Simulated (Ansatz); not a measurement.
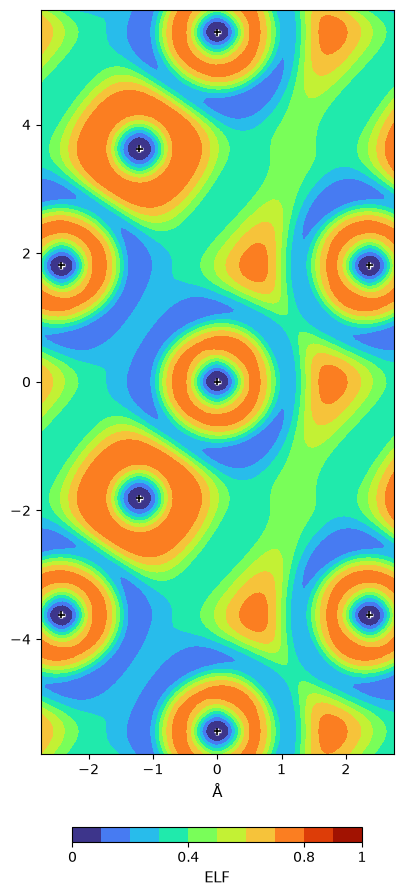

The ELF on a plane through atoms (crosses mark nuclei in the plane).

Theory: DFT PBEsol, scalar-relativistic, plane waves, PAW (Ansatz).

Candidates:
A. Zr$_{3}$O, a = 5.58 Å, b = 5.58 Å, c = 5.16 Å, α = 90.00°, β = 90.00°, γ = 120.00°. Space group P6₃22.
B. ZrSi$_{7}$, a = 5.60 Å, b = 5.60 Å, c = 5.60 Å, α = 90.00°, β = 90.00°, γ = 90.00°. Space group P-43m.
C. Ta$_{2}$C, a = 3.14 Å, b = 3.14 Å, c = 4.79 Å, α = 90.00°, β = 90.00°, γ = 120.00°. Space group P-3m1.

Which system is this?

Answer. Candidate C: Ta$_{2}$C on the (110) plane of the conventional cell, which holds Ta and C. Ta–C (2.18 Å): the ELF peaks at about 0.75 in the valence shell of C, 0.7 Å from its nucleus, and is about 0.25 at the midpoint. Ta–Ta (2.98 Å): the ELF is about 0.40 at the midpoint.
